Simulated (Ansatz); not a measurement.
Geometry relaxation, with input and output: Hf₃O₅ (charge +1) (part 4 of 4)

Hf₃O₅ (defect cell, 24 atoms in the cell, total charge +1); DFT PBEsol, scalar-relativistic, plane waves, PAW, spin-polarised (Ansatz 0.2.0); cutoff 420 eV, 2×2×2 k-mesh, Gaussian smearing of 0.01 eV, collinear spins. The structure derives from a Materials Project entry. It belongs to a series of runs on one base structure; here: Hf on a O site (f), charge +1, atoms relaxed at the host's cell.

Geometry of the input (Å; fractional positions):
```
-4.8301  -4.8301  0.0000
-4.8301  4.8301  0.0000
4.8301  0.0000  -6.4194
Hf 0.2440  0.2744  0.5139
Hf -0.0085  0.0198  -0.0027
Hf 0.7306  0.7497  0.5021
Hf 0.4791  0.4986  -0.0000
Hf 0.0407  0.6256  0.2503
Hf 0.8677  0.3872  0.7556
Hf 0.6680  0.1325  0.2509
Hf 0.3634  0.8822  0.7461
Hf 0.3511  0.8748  0.2498
O  0.8420  0.6833  0.7503
O  0.6183  0.4307  0.2511
O  0.3427  0.1840  0.7521
O  0.4098  0.7517  0.4804
O  0.1800  0.5225  0.0217
O  0.9550  0.2817  0.5185
O  0.6878  0.0141  -0.0164
O  0.0450  0.7328  0.5294
O  0.7663  0.4542  -0.0275
O  0.5447  0.2219  0.4826
O  0.3132  -0.0096  0.0193
O  0.1079  0.3248  0.2512
O  0.8804  0.0716  0.7376
O  0.6903  0.8168  0.2511
O  0.3934  0.5847  0.7644
```

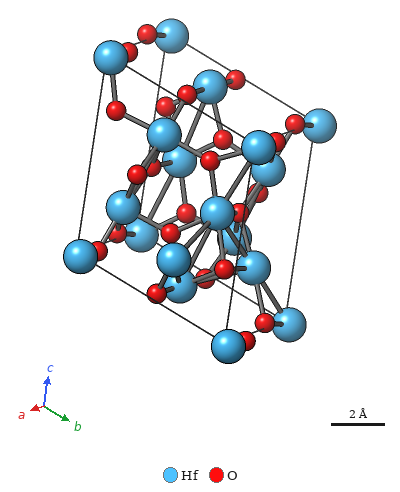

The geometry at step 9 of the log (ball-and-stick view of the cell of the calculation, seen slightly off an axis).

### Key numbers

| quantity | value |
| --- | --- |
| outcome | converged |
| electrons treated | 323 |
| free energy | −148848.2670 eV |
| Fermi energy | 16.997 eV |
| gap on the k-point mesh | 0.14 eV |
| net moment of the cell | 1.00 μB |
| integrated absolute moment | 1.13 μB |
| final volume | 299.53 Å³ |
| largest force (length of the vector) at the end | 0.013 eV/Å |
| hardware | 4 threads of AMD EPYC (Zen 3), 32 GiB of memory available, shared host |
| wall time | 2.8 min (CPU time 11 min) |
| peak memory | 1.9 GiB |

### Remarks

The cell is charged and computed with a neutralising background, so its energy and pressure depend on the cell and aren't those of a real crystal. So coarse a mesh can miss the band edges, so the true gap of this method can be much smaller, or zero. Spin–orbit coupling is left out, which matters for Hf. The k-point mesh is coarse for a cell of this size, so the results may not be converged.
